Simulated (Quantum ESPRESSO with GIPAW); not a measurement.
# 13C shielding of SiC (Moissanite) under strain

GIPAW runs (PBEsol, plane-wave PAW from pslibrary 1.0.0 recipes, cutoffs 55 and 330 Ry, one 10×10×6 mesh for all shielding runs; Quantum ESPRESSO with GIPAW, a patched development version; no spin-orbit coupling, no macroscopic shape term) on SiC (Moissanite), space group P6_3mc before straining. The cell below is strained along the z axis of the cell given, with the other two held, and the atoms are relaxed in pw.x at each strain, zero included.

```
CELL_PARAMETERS angstrom
3.07600 0.00000 0.00000
-1.53800 2.66389 0.00000
0.00000 0.00000 5.04800
ATOMIC_POSITIONS crystal
Si 0.66667 0.33333 0.50459
Si 0.33333 0.66667 0.00459
C 0.66667 0.33333 0.88041
C 0.33333 0.66667 0.38041
```

The cell is an entry of the Crystallography Open Database; it need not be the form that is stable at ambient conditions.

The bonds are those of C (atom 3; CSi4). One row is withheld.

| strain (%) | mean bond (Å) | σ_iso Si (ppm) | σ_iso C (ppm) | span C (ppm) |
| --- | --- | --- | --- | --- |
| -2 | 1.8743 | 355.57 | 146.01 | 5.6 |
| -1.5 | 1.8774 | 354.67 | 145.57 | 6.4 |
| -1 | 1.8805 | 353.81 | 145.06 | 7.3 |
| 0 | 1.8868 | 352.20 | 143.87 | 9.4 |
| +0.5 | 1.8899 | ? | ? | ? |
| +1 | 1.8931 | 350.66 | 142.44 | 11.7 |
| +2 | 1.8995 | 349.16 | 140.80 | 14.3 |

**Task.** Fit σ_iso of C against strain, judge whether a straight line is enough, and predict the withheld row at +0.5 %.

1. With n = 6: Σx = -1.500, Σy = 863.75, Σx² = 12.2500, Σxy = -231.395.

2. Slope b = (nΣxy − ΣxΣy)/(nΣx² − (Σx)²) = -1.30 ppm per %, intercept a = (Σy − bΣx)/n = 143.63 ppm.

3. Residuals (run less line), in the order of the table: -0.23, -0.02, +0.13, +0.24, +0.11, -0.23 ppm. They bend in one sense; the largest is 4.6 % of the range of σ, so a quadratic term is needed: σ = 143.87 − 1.305 x − 0.116 x², with residuals of 0.01 ppm or less.

4. At +0.5 % (inside the fitted range) the line gives 142.98 ppm and the parabola 143.19 ppm.

5. The run gives:

| strain (%) | mean bond (Å) | σ_iso Si (ppm) | σ_iso C (ppm) | span C (ppm) |
| --- | --- | --- | --- | --- |
| +0.5 | 1.8899 | 351.46 | 143.20 | 10.5 |

Prediction less run: the line misses by -0.22 ppm, the parabola by -0.01 ppm. By the parabola, a strain of +1 % changes σ of C by -1.42 ppm and one of −1 % by +1.19 ppm; the mean slope is -1.30 ppm per %, or 2.1 ppm for 0.01 Å of mean bond length. The shift moves the opposite way, scaled by the slope of a reference line. Over the table σ of Si goes from 355.57 to 349.16 ppm. Zero strain is the database's lattice with relaxed atoms, not this functional's rest cell, and neither cutoff nor mesh was tested for the slopes. The omitted shape term, common to all sites, changes with strain too. This build of gipaw.x prints that it is not audited and that its numbers are no references by themselves. The relaxations ran on cheaper settings and stop at small residual forces, which adds noise that small residuals can't be told from.

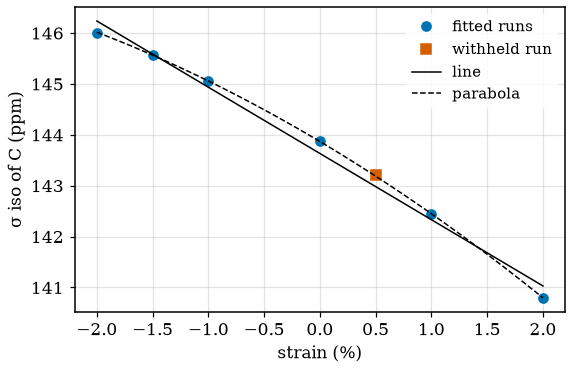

σ_iso of C against strain.

[Banner, clock, file and message-heading lines were taken out of the pw.x and gipaw.x logs.]

[Logs are printed without paths, hosts, clocks, repeated set-up lines and the standing remarks that a program may print on its own settings, such as how far it seeks lower states.]

[Hosts, paths, dates, database ids (printed as entryN), source tags and the programs' standing remarks are cut or masked in the printed files.]
